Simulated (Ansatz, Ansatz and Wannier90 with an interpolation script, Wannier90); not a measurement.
# Settings in Wannier-interpolated G0W0: GaAs (F-43m), part 2 of 2

How do the Wannier model and the GW settings move the interpolated bands of GaAs (F-43m)?

Wannier90 4.0.3; maximally localised Wannier functions from the overlaps of r2SCAN states (plane waves, PAW). Known limits of the many-body steps: not at the basis limit; mesh may overstate the screening; no spin-orbit coupling; coarse k mesh.

So far. Step 2 (Wannier model on 16×16×16, by Wannier90): Near the gap the model misses directly solved bands by 1.4 meV r.m.s. and by 9 meV at most in the window tested. This tests the starting bands, not the corrections carried with them. Step 3 (Wannier model on 16×16×16, by the program's own …): Near the gap the model misses directly solved bands by 1.4 meV r.m.s. and by 9 meV at most in the window tested. This tests the starting bands, not the corrections carried with them.

**4. Wannier model on 8×8×8, by Wannier90**

This step: maximally localised Wannier functions from the overlaps of r2SCAN states (plane waves, PAW).

The input, w.win:

```
num_iter = 1200
conv_tol = 1.0e-8
conv_window = 5
dis_num_iter = 4000
dis_conv_tol = 1.0e-8
dis_mix_ratio = 0.7
write_hr = true
use_ws_distance = false
num_print_cycles = 50
! ansatz wannier90 interface
! projections by site (counted from 0) and shell: 1 4P, 0 4S, 0 4P
! states of the run's bands (counted from 1): 1-24
num_bands = 24
num_wann  = 7
dis_win_min = 0.8
dis_win_max = 20.27
dis_froz_min = 0.8
dis_froz_max = 11.95
guiding_centres = true

begin unit_cell_cart
Ang
                      0.0                  2.82685                  2.82685
                  2.82685                      0.0                  2.82685
                  2.82685                  2.82685                      0.0
end unit_cell_cart

begin atoms_frac
Ga                       0.0                      0.0                      0.0
As                      0.75                     0.75                     0.75
end atoms_frac

mp_grid = 8 8 8

[... the mesh's points ...]
```

Command:

```
$ OMP_NUM_THREADS=1 mpirun -n 8 wannier90.x w > wannier90.x.log
```

Numbers of over 12 decimals in the logs are rounded to 6 here.

What it wrote:

```text
[banner, memory and clock lines left out]
TEM
                                    ------

                              Lattice Vectors (Ang)
                    a_1     0.000000   2.826850   2.826850
                    a_2     2.826850   0.000000   2.826850
                    a_3     2.826850   2.826850   0.000000

                   Unit Cell Volume:      45.17917  (Ang^3)

                        Reciprocal-Space Vectors (Ang^-1)
                    b_1    -1.111340   1.111340   1.111340
                    b_2     1.111340  -1.111340   1.111340
                    b_3     1.111340   1.111340  -1.111340

 *----------------------------------------------------------------------------*
 |   Site       Fractional Coordinate          Cartesian Coordinate (Ang)     |
 +----------------------------------------------------------------------------+
 | ga   1   0.00000   0.00000   0.00000   |    0.00000   0.00000   0.00000    |
 | as   1   0.75000   0.75000   0.75000   |    4.24027   4.24027   4.24027    |
 *----------------------------------------------------------------------------*
                                ------------
                                K-POINT GRID
                                ------------

             Grid size =  8 x  8 x  8      Total points =  512

 *---------------------------------- MAIN ------------------------------------*
 |  Number of Wannier Functions               :                 7             |
 |  Number of Objective Wannier Functions     :                 7             |
 |  Number of input Bloch states              :                24             |
 |  Output verbosity (1=low, 5=high)          :                 1             |
 |  Timing Level (1=low, 5=high)              :                 1             |
[...]
Sum of centres and spreads ( 12.720825, 12.720825, 12.720825 )    23.92528157

      1    -0.440E+00     0.3597992326       23.9252815693       0.18  <-- CONV
        O_D=      0.1979964 O_OD=      5.3050360 O_TOT=     23.9252816 <-- SPRD
 Delta: O_D= -0.3557002E-01 O_OD= -0.4047114E+00 O_TOT= -0.4402814E+00 <-- DLTA

             <<<     Delta < 1.000E-08  over  5 iterations     >>>
             <<< Wannierisation convergence criteria satisfied >>>

 Final State
[...]
WF centre and spread    6  ( -0.000000,  0.000000,  0.000000 )     4.11135430
  WF centre and spread    7  (  0.000000,  0.000000, -0.000000 )     4.11135430
  Sum of centres and spreads ( 12.720825, 12.720825, 12.720825 )    23.65040936

         Spreads (Ang^2)       Omega I      =    18.422249183
        ================       Omega D      =     0.214111403
                               Omega OD     =     5.014048772
    Final Spread (Ang^2)       Omega Total  =    23.650409357

 Writing checkpoint file w.chk... done

 *---------------------------------------------------------------------------*
 |                               PLOTTING                                    |
 *---------------------------------------------------------------------------*

 *===========================================================================*
 |                             TIMING INFORMATION                            |
 *===========================================================================*
 |    Tag                                                Ncalls      Time (s)|
 |---------------------------------------------------------------------------|
 |kmesh: get                                        :         1         0.104|
 |overlap: read                                     :         1         1.212|
 |dis: main                                         :         1         0.180|
 |wann: main                                        :         1         0.167|
 |plot: main                                        :         1         0.039|
 *---------------------------------------------------------------------------*
 All done: wannier90 exiting
```

It took 2.6 s on 8 MPI ranks of Intel Xeon 6975P-C (Granite Rapids), shared host; 19 s of CPU time.

Numbers from this step:

| Item | Value |
| --- | --- |
| gauge-invariant spread | 18.42 Å² |
| diagonal spread | 0.2141 Å² |
| off-diagonal spread | 5.014 Å² |
| total spread | 23.65 Å² |
| disentanglement steps | 102 |
| r.m.s. interpolation error | 0.007881 eV |
| r.m.s. error near the gap | 0.01059 eV |

Near the gap the model misses directly solved bands by 10.6 meV r.m.s. and by 79 meV at most in the window tested. This tests the starting bands, not the corrections carried with them.

Frozen up to 4.02 eV; above it the model need not follow the bands. The electronic bands at the labelled points (eV, zero at the valence-band top; v1 is the highest filled band, c1 the lowest empty one):

| point | v3 | v2 | v1 | c1 | c2 | c3 | c4 |
| --- | --- | --- | --- | --- | --- | --- | --- |
| Γ | 0.00 | 0.00 | 0.00 | 1.02 | 4.06 | 4.06 | 4.06 |
| X | -6.99 | -2.78 | -2.78 | 1.76 | 1.96 | 10.88 | 10.88 |
| U | -6.79 | -3.97 | -2.34 | 2.28 | 5.19 | 8.63 | 8.78 |
| jump to K | -6.79 | -3.97 | -2.34 | 2.28 | 5.19 | 8.63 | 8.78 |
| Γ | 0.00 | 0.00 | 0.00 | 1.02 | 4.06 | 4.06 | 4.06 |
| L | -6.81 | -1.18 | -1.18 | 1.37 | 5.00 | 5.00 | 8.66 |
| W | -6.79 | -3.64 | -3.43 | 5.03 | 5.07 | 5.92 | 7.82 |
| X | -6.99 | -2.78 | -2.78 | 1.76 | 1.96 | 10.88 | 10.88 |

The same for Kohn-Sham, solved directly:

| point | v3 | v2 | v1 | c1 | c2 | c3 | c4 |
| --- | --- | --- | --- | --- | --- | --- | --- |
| Γ | 0.00 | 0.00 | 0.00 | 1.02 | 4.05 | 4.05 | 4.05 |
| X | -6.99 | -2.78 | -2.78 | 1.76 | 1.96 | 10.88 | 10.88 |
| U | -6.79 | -3.97 | -2.34 | 2.28 | 5.03 | 8.56 | 8.61 |
| K | -6.79 | -3.97 | -2.34 | 2.28 | 5.03 | 8.56 | 8.61 |
| Γ | 0.00 | 0.00 | 0.00 | 1.02 | 4.05 | 4.05 | 4.05 |
| L | -6.81 | -1.18 | -1.18 | 1.37 | 5.00 | 5.00 | 8.30 |
| W | -6.79 | -3.64 | -3.43 | 5.03 | 5.07 | 5.92 | 6.49 |
| X | -6.99 | -2.78 | -2.78 | 1.76 | 1.96 | 10.88 | 10.88 |

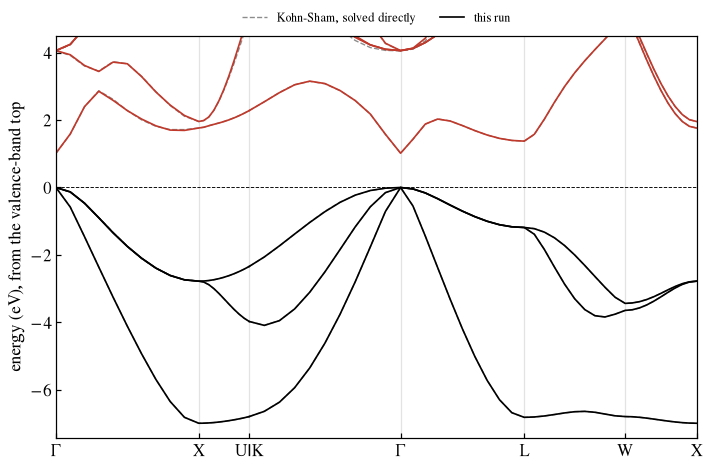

Electronic bands along the path; lines of filled and empty bands in two colours; dashed: Kohn-Sham, solved directly.

**5. A faulty Wannier input**

This step: maximally localised Wannier functions, r2SCAN, plane waves, PAW.

The input, input.yaml:

```yaml
crystal:
  lattice:
    - [0.0, 2.82685, 2.82685]
    - [2.82685, 0.0, 2.82685]
    - [2.82685, 2.82685, 0.0]
  atoms:
    - { symbol: Ga, position: [0.0, 0.0, 0.0] }
    - { symbol: As, position: [0.75, 0.75, 0.75] }
kpoints:
  mp_grid: { grid: [8, 8, 8] }
hamiltonian:
  xc: r2scan
scf:
  occupations: { method: fixed }
  n_extra_bands: 30
output:
  wannier:
    kmesh: [8, 8, 8]
    projections:
      - { species: As, l: p, shell: 4 }
      - { species: Ga, l: s, shell: 4 }
      - { species: Ga, l: p, shell: 4 }
    minimise: true
    write_hr: true
    seedname: w
    conv_tol: 1.0e-06
    max_iter: 3
    stability_check: false
    disentanglement:
      window: [0.8, 20.27]
      frozen_window: [0.8, 11.95]
      conv_tol: 1.0e-08
```

Command:

```
$ ansatz run input.yaml --threads 12 --pin off --max-ram 22118MiB --backend cpu --events-out ev --progress --plain --runs-dir out
```

What it wrote:

```text
Error: invalid value for `output.wannier.max_iter`: must be ≥ 5; got 3
```

Elapsed: 0.08 s, on 12 threads; peak memory 0.095 GiB.

The program refused the input before any cycle.

The program's message: “Error: invalid value for `output.wannier.max_iter`: must be ≥ 5; got 3”

The fault put into this input: too few iterations.

**6. G0W0: 8×8×8 mesh, 207 empty bands, screening to 160 eV**

Now the one-shot GW correction: screening in the RPA, then the self-energy of the levels asked for.

This step: G0W0 on r2SCAN, plane waves, PAW.

input.yaml, the sections that differ from step 5:

```yaml
scf:
  occupations: { method: fixed }
gw:
  n_empty_bands: 207
  ecut_chi: 160.0
  qp_bands: [v3, c4]
  screening: { model: contour_deformation }
# crystal, kpoints, hamiltonian: as in step 5
# output: removed
```

What it wrote:

```text
[...]
Crystal: 2 atoms, lattice volume = 45.179 Å³
Basis set: ecut = 500 eV, 1139 PW (Γ), exchange–correlation on 120×120×120 points (64 copies of the dense FFT grid, shifted against one another)
Bands: 18, of which v1, the nominal top of the filled ones, is band 14 counted from 1 (13 counted from 0)
Symmetry: 24 space group operations
[...]
k-points: 29 of 512 (time reversal used)
[...]
1    12      6.0309   -16.7009     1.1548   -15.1822  0.7638     5.6639     5.6670  root
[...]
28    15     12.9716    -9.3933    -4.8754   -14.4381  0.7430    13.1418    13.1410  root
    28    16     13.0082    -7.2590    -4.3128   -11.4731  0.7649    12.9097    12.9093  root
    28    17     13.8564    -7.2038    -5.0050   -12.1669  0.7507    13.8145    13.8145  root
    28    18     14.4305    -6.3381    -4.6275   -10.7939  0.7654    14.2593    14.2589  root
[key lines of the parts left out:]
SCF converged after 7 iterations
Free energy (F): -8655.753949 eV
Fermi energy:    7.938018 eV
```

The job ended after 3.3 min (12 threads; peak memory 2.1 GiB).

The G0W0 gap on the mesh is 1.531 eV.

**7. G0W0: 4×4×4 mesh, 207 empty bands, screening to 160 eV**

Changes to input.yaml since step 6:

```diff
@@ -9,3 +9,3 @@
 kpoints:
-  mp_grid: { grid: [8, 8, 8] }
+  mp_grid: { grid: [4, 4, 4] }
 hamiltonian:
```

What it wrote:

```text
[...]
Crystal: 2 atoms, lattice volume = 45.179 Å³
Basis set: ecut = 500 eV, 1139 PW (Γ), exchange–correlation on 120×120×120 points (64 copies of the dense FFT grid, shifted against one another)
Bands: 18, of which v1, the nominal top of the filled ones, is band 14 counted from 1 (13 counted from 0)
Symmetry: 24 space group operations
[...]
k-points: 8 of 64 (time reversal used)
[...]
1    12      3.7802   -17.1378     2.3255   -14.4561  0.7367     3.4195     3.4241  root
[...]
7    15     13.0009    -9.3796    -4.9106   -14.4235  0.7568    13.1347    13.1342  root
     7    16     13.0259    -7.2566    -4.3557   -11.4571  0.7664    12.8712    12.8707  root
     7    17     13.8741    -7.1741    -5.0599   -12.1498  0.7558    13.7901    13.7898  root
     7    18     14.4439    -6.3188    -4.6735   -10.7729  0.7651    14.2256    14.2246  root
[key lines of the parts left out:]
SCF converged after 7 iterations
Free energy (F): -8655.595896 eV
Fermi energy:    7.977683 eV
```

It took 6.3 s on 12 threads; peak memory 1.4 GiB.

The G0W0 gap on the mesh is 1.495 eV.

**8. G0W0: 8×8×8 mesh, 96 empty bands, screening to 96 eV**

input.yaml, the sections that differ from step 7:

```yaml
kpoints:
  mp_grid: { grid: [8, 8, 8] }
gw:
  n_empty_bands: 96
  ecut_chi: 96
  qp_bands: [v3, c4]
  screening: { model: contour_deformation }
# crystal, hamiltonian, scf: as in step 7
```

What it wrote:

```text
[...]
Crystal: 2 atoms, lattice volume = 45.179 Å³
Basis set: ecut = 500 eV, 1139 PW (Γ), exchange–correlation on 120×120×120 points (64 copies of the dense FFT grid, shifted against one another)
Bands: 18, of which v1, the nominal top of the filled ones, is band 14 counted from 1 (13 counted from 0)
Symmetry: 24 space group operations
[...]
k-points: 29 of 512 (time reversal used)
[...]
1    12      6.0309   -16.7009     1.3315   -15.1822  0.7639     5.8430     5.8437  root
[...]
28    15     12.9716    -9.3933    -4.6966   -14.4381  0.7433    13.3234    13.3198  root
    28    16     13.0082    -7.2590    -4.2160   -11.4731  0.7650    13.0063    13.0063  root
    28    17     13.8564    -7.2038    -4.8651   -12.1669  0.7503    13.9545    13.9542  root
    28    18     14.4305    -6.3381    -4.5351   -10.7939  0.7648    14.3513    14.3512  root
[key lines of the parts left out:]
SCF converged after 7 iterations
Free energy (F): -8655.753949 eV
Fermi energy:    7.938018 eV
```

Elapsed: 56 s, on 12 threads; peak memory 1 GiB.

The G0W0 gap on the mesh is 1.618 eV.

**9. G0W0: 8×8×8 mesh, 207 empty bands, screening to 160 eV, plasmon pole**

Changes to input.yaml since step 8:

```diff
@@ -15,5 +15,5 @@
 gw:
-  n_empty_bands: 96
-  ecut_chi: 96
+  n_empty_bands: 207
+  ecut_chi: 160.0
   qp_bands: [v3, c4]
-  screening: { model: contour_deformation }
+  screening: { model: godby_needs }
```

What it wrote:

```text
[...]
Crystal: 2 atoms, lattice volume = 45.179 Å³
Basis set: ecut = 500 eV, 1139 PW (Γ), exchange–correlation on 120×120×120 points (64 copies of the dense FFT grid, shifted against one another)
Bands: 18, of which v1, the nominal top of the filled ones, is band 14 counted from 1 (13 counted from 0)
Symmetry: 24 space group operations
[...]
k-points: 29 of 512 (time reversal used)
[...]
1    12      6.0309   -16.7009     1.1532   -15.1822  0.7942     5.6647     5.6654  root
[...]
28    15     12.9716    -9.3933    -4.7881   -14.4381  0.7919    13.2288    13.2283  root
    28    16     13.0082    -7.2590    -4.3061   -11.4731  0.8031    12.9163    12.9162  root
    28    17     13.8564    -7.2038    -4.9446   -12.1669  0.7959    13.8748    13.8748  root
    28    18     14.4305    -6.3381    -4.6090   -10.7939  0.8022    14.2774    14.2773  root
[key lines of the parts left out:]
SCF converged after 7 iterations
Free energy (F): -8655.753949 eV
Fermi energy:    7.938018 eV
```

Wall time 2.9 min (12 threads); peak memory 3.8 GiB.

The G0W0 gap on the mesh is 1.589 eV.

**10. Interpolated results**

Times are wall times on 12 threads of Intel Xeon 6975P-C (Granite Rapids), shared host, good to a factor of about two.

| GW mesh | empty bands | cutoff (eV) | frequency | gap on mesh (eV) | gap over zone (eV) | direct gap (eV) | valence width (eV) | GW time |
| --- | --- | --- | --- | --- | --- | --- | --- | --- |
| 8×8×8 | 207 | 160 | contour deformation | 1.531 | 1.531 | 1.531 | 6.922 | 3.3 min |
| 4×4×4 | 207 | 160 | contour deformation | 1.495 | 1.501 | 1.501 | 6.932 | 6.3 s |
| 8×8×8 | 96 | 96 | contour deformation | 1.618 | 1.618 | 1.618 | 6.948 | 56 s |
| 8×8×8 | 207 | 160 | plasmon pole | 1.589 | 1.589 | 1.589 | 7.100 | 2.9 min |

**11. What came out**

| Item | Value |
| --- | --- |
| 8×8×8 mesh, 207 empty bands, screening to 160 eV | 1.53 eV |
| 4×4×4 mesh, 207 empty bands, screening to 160 eV | 1.50 eV |
| 8×8×8 mesh, 96 empty bands, screening to 96 eV | 1.62 eV |
| 8×8×8 mesh, 207 empty bands, screening to 160 eV, plasmon pole | 1.59 eV |

The largest change, +0.09 eV in the gap over the zone, comes with 8×8×8 mesh, 96 empty bands, screening to 96 eV. The first run is a reference, not a converged one, and where a row moves several settings no single cause can be named. Rows on another GW mesh add that mesh's corrections to the bands of the one model. The program's own minimiser ends at the same spread as the first model, 25.6 Å², from the same trial orbitals; this need not be the lowest minimum. Coarser Wannier mesh (8×8×8): the miss near the gap goes from 1 (the model on 16×16×16) to 11 meV and the total spread from 25.6 to 23.7 Å². With 4×4×4 mesh, 207 empty bands, screening to 160 eV the gap over the zone moves by −0.03 eV and that on the mesh by −0.04 eV. With 8×8×8 mesh, 96 empty bands, screening to 96 eV the gap over the zone moves by +0.09 eV and that on the mesh by +0.09 eV. With 8×8×8 mesh, 207 empty bands, screening to 160 eV, plasmon pole the gap over the zone moves by +0.06 eV and that on the mesh by +0.06 eV. Gaps over the zone and on the mesh differ where an edge lies off the mesh, or where a GW run starts from another density: the starting gap over the zone is 1.016 eV, on the GW meshes it is 1.016 eV and 1.010 eV. The many-body steps are scalar-relativistic: spin-orbit coupling is not in them.

[Paths, hosts, dates, memory and timing lines, banners, echoed tables and standing remarks are left out of the program output.]

[Logs are printed without paths, hosts, clocks, repeated set-up lines and the standing remarks that a program may print on its own settings, such as how far it seeks lower states.]

[Runs of the session that timed out or met a known fault of the program may be left out.]

[Hosts, paths, dates, database ids (printed as entryN), source tags and the programs' standing remarks are cut or masked in the printed files.]
